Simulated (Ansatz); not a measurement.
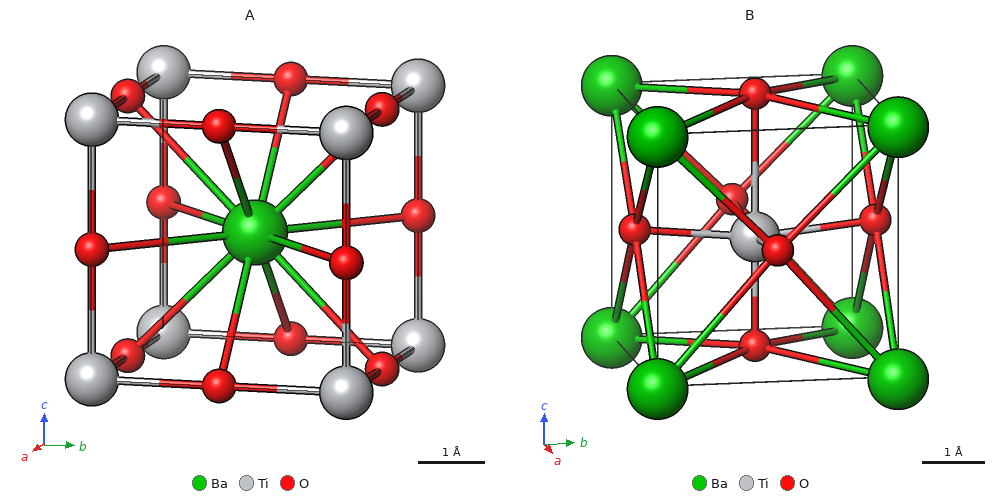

Two structures of BaTiO₃, each relaxed (cell and atoms) at zero pressure; conventional cells in solid outline, small ones repeated, each panel with its own scale. Alike in all runs: Ansatz 0.2.0; functional PBE; potentials Ansatz PAW; cutoff 420 eV; occupations fermi-dirac, width 0.05 eV; no spin polarisation; no spin-orbit coupling. The k meshes have like spacings.

**Name the structure in each panel.**

A: cubic perovskite, Pm-3m; B: 5 atoms a cell on a primitive tetragonal lattice, P4mm.

**Which of these is lowest in energy, and how far above it do the others lie?**

B, then A (+11 meV/atom), static energies at zero smearing.

**Collect the results in a table.**

| panel | space group | E − E(lowest) (meV/atom) | volume (Å³/atom) | gap (eV) |
| --- | --- | --- | --- | --- |
| B | P4mm | 0 | 13.3 | 1.94 |
| A | Pm-3m | 11 | 13.0 | 1.84 |

The starts are database entries or structure types tried for this composition, and the most stable form need not be among them. Approximate functionals can misorder forms that lie within a few tens of meV/atom, as they do the rutile and anatase forms of TiO₂. Gaps are the least found on the k-mesh, which misses some points of high symmetry; where the band edges lie there, the true gap is smaller, at times by an eV.

Caveat: the plane-wave basis is chosen anew once the cell has moved, so the energies of steps on either side of that aren't comparable; semilocal functionals give gaps below the measured ones.
